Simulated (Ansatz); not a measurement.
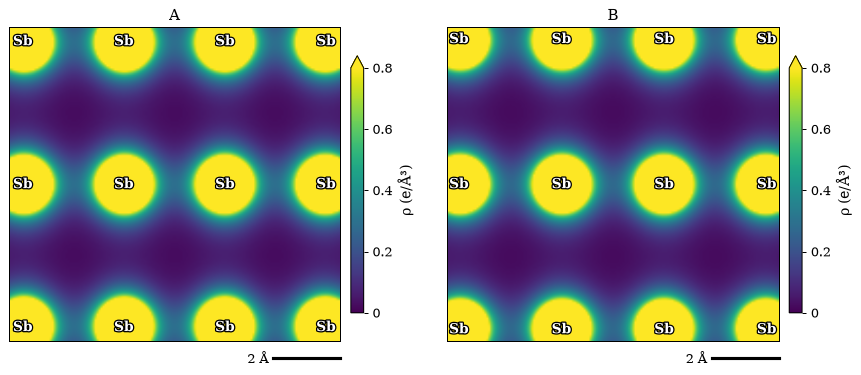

Sb. The valence charge density (pseudo) of two cells that differ in size, on the (110) plane of each (indices in the axes of the calculation cell), at one length scale and on one colour scale: B has 28.9 Å³ an atom and A 27.7.

Space group Pm-3m; computed without spin polarisation.

Level of theory: Ansatz 0.2.0, DFT r2SCAN, scalar-relativistic, plane waves, PAW.

Core electrons are frozen (PAW), and the valence fields are smoothed inside the atomic spheres.

The larger cell:

```
CELL_PARAMETERS angstrom
3.07045 0.00000 0.00000
0.00000 3.07045 0.00000
0.00000 0.00000 3.07045
ATOMIC_POSITIONS crystal
Sb 0.00000 0.00000 0.00000
```

The smaller cell: a = 3.025 Å, b = 3.025 Å, c = 3.025 Å, α = 90.00°, β = 90.00°, γ = 90.00°.

Question: What changes from the larger cell to the smaller?

Answer: From the larger cell to the smaller, Sb–Sb goes from 3.07 to 3.02 Å, and the density at its midpoint from 0.27 to 0.29 e/Å³; the pressure goes from 1.0 to 4.1 GPa.
